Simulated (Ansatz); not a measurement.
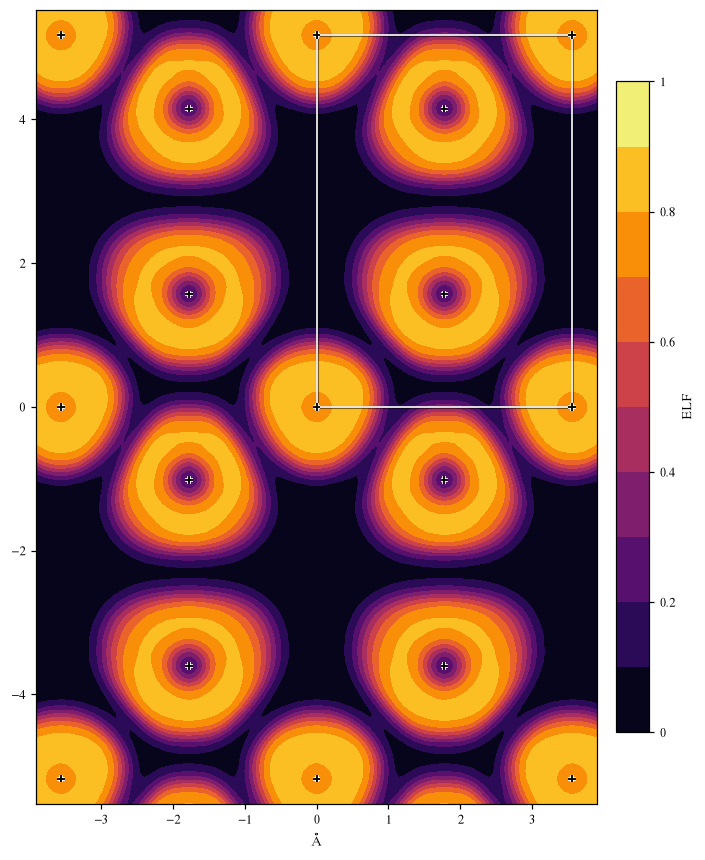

The ELF on a plane through atoms (crosses mark nuclei in the plane).

Level of theory: Kohn-Sham DFT of a periodic cell, PBE0, Ansatz PAW in Ansatz.

Candidates:
A. SnO$_{2}$, a = 4.74 Å, b = 4.74 Å, c = 3.19 Å, α = 90.00°, β = 90.00°, γ = 90.00°. Space group P4₂/mnm.
B. HfO$_{2}$, a = 3.56 Å, b = 3.56 Å, c = 5.17 Å, α = 90.00°, β = 90.00°, γ = 90.00°. Space group P4₂/nmc; a structure from a database of computed crystals, not necessarily the ambient phase; computed pressure about 4 GPa in this cell.
C. BN, a = 2.50 Å, b = 2.50 Å, c = 6.64 Å, α = 90.00°, β = 90.00°, γ = 120.00°. Space group P6₃/mmc.

Which system is this?

Candidate B: HfO$_{2}$ on the (100) plane of the conventional cell, which holds Hf and O. Hf–O (2.05 Å): the ELF peaks at about 0.85 in the valence shell of O, 0.6 Å from its nucleus, and drops to about 0.20 between the two atoms: no shared electron pair shows on this line. Hf–O (2.37 Å): the ELF peaks at about 0.85 in the valence shell of O, 0.6 Å from its nucleus, and drops to about 0.10 between the two atoms; no localised pair shows between them.
